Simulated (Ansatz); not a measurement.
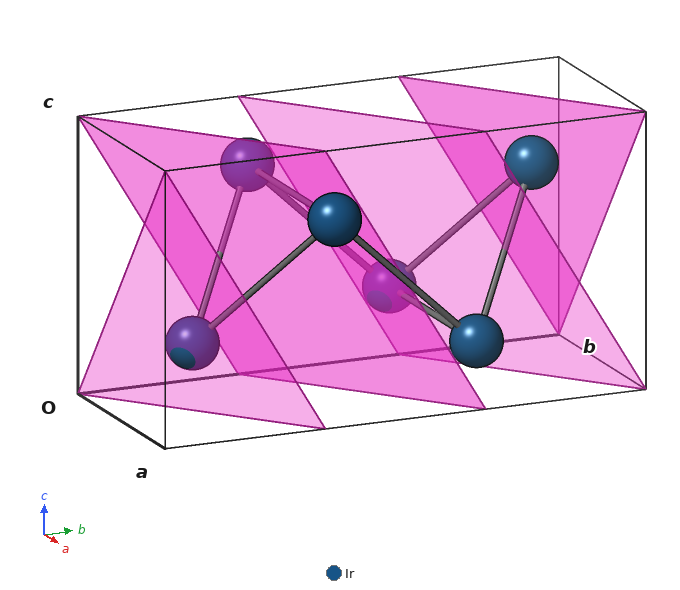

Every member of one family of equally spaced planes, hx + ky + lz = a whole number, that cuts the unit cell is shaded (one member passes through the origin O). Crystal: Ir, the input geometry of an electronic-structure calculation (not necessarily at equilibrium); the starting structure was generated, so it need not be a known form of this composition. Geometry calculated from the standardised cell; symmetry tolerance 0.002 Å.

a = 2.681 Å, b = 6.549 Å, c = 3.601 Å, α = 90.00°, β = 90.00°, γ = 90.00°.

### Index the planes.

(1 −3 −1); the opposite sign names the same planes. The member next to the origin meets the axes a at 1, b at −1/3, c at −1.

### What is the spacing?

d = 1.532 Å.

### Which atoms of the cell lie in these planes (within 0.03 Å)?

No atom.
